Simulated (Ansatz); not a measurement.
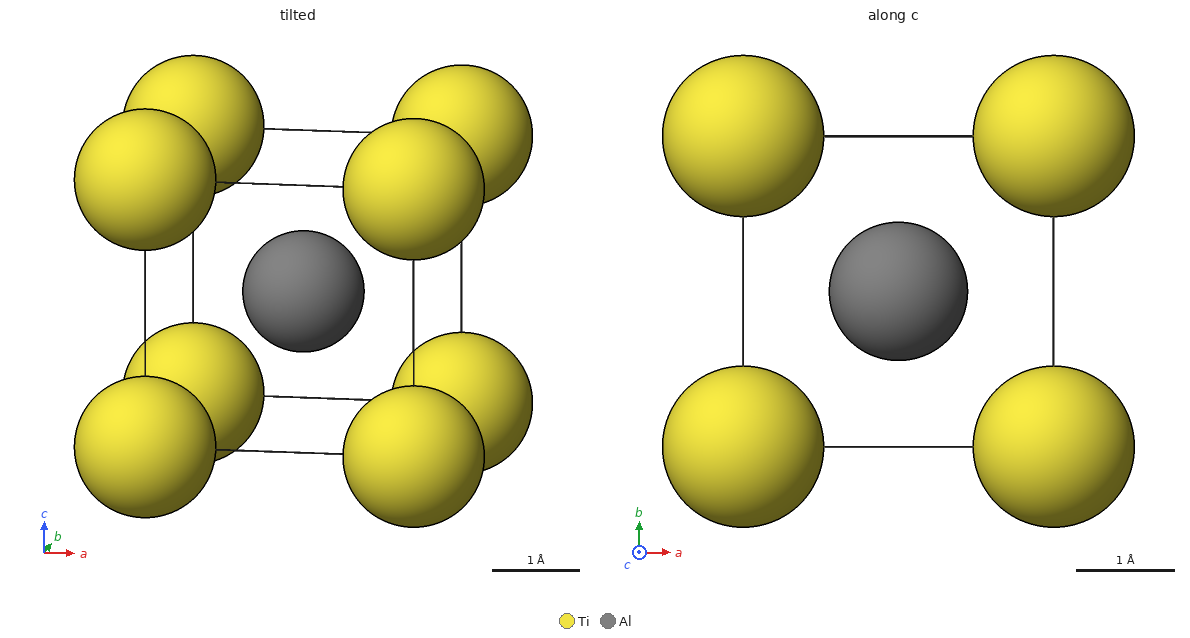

The structure above is drawn in spheres-only style and viewed slightly off an axis and along the c axis. The lines enclose the conventional unit cell; boundary atoms appear with their images.

TiAl, space group Pm-3m (No. 221), a = 3.17 Å, b = 3.17 Å, c = 3.17 Å, α = 90.00°, β = 90.00°, γ = 90.00°.

The calculation used DFT r2SCAN, scalar-relativistic, plane waves, PAW (Ansatz), with E_cut = 500 eV, k-points about 0.10 Å⁻¹ apart, Gaussian smearing of 0.15 eV, no spin polarisation.

> How large a gap does the method give, if there is one?

A metal: bands cross the Fermi level.

> Under what pressure is the structure?

The computed pressure is 0.1 GPa, close to zero.

The initial geometry was a structure listed in the Materials Project. Earlier steps of the study may have refined or changed the cell and positions. Ansatz was used for an electronic-structure calculation on it.
